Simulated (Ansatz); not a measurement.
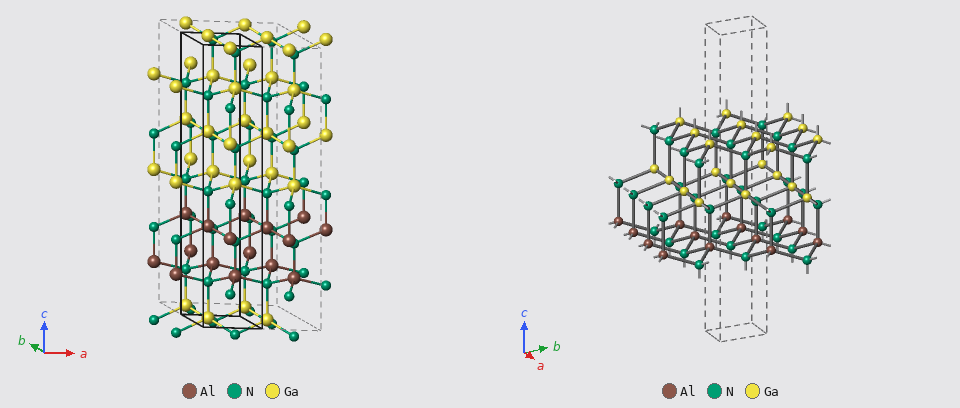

Left: the structure. Right: its underlying net. Nodes are coloured by element. Short stubs are edges that leave the cut-out.

The compound is AlGa2N3 (space group P3m1, No. 156), taken as the geometry relaxed with Ansatz 0.2.0, DFT PBE, scalar-relativistic, plane waves, PAW.

Bonds are taken as Al–N below 2.2 Å and Ga–N below 2.2 Å. Simplification: prune 0- and 1-connected atoms, fold 2-connected ones into links.

The result is a uninodal 4-connected, three-periodic net: Al, N and Ga are 4-connected nodes. It is the lon net, known from lonsdaleite, wurtzite and tridymite. It is a single net, without interpenetration.

```
        node  links  point symbol     coordination sequence
Al, N and Ga      4            6⁶  4 12 25 44 67 96 130 170
```
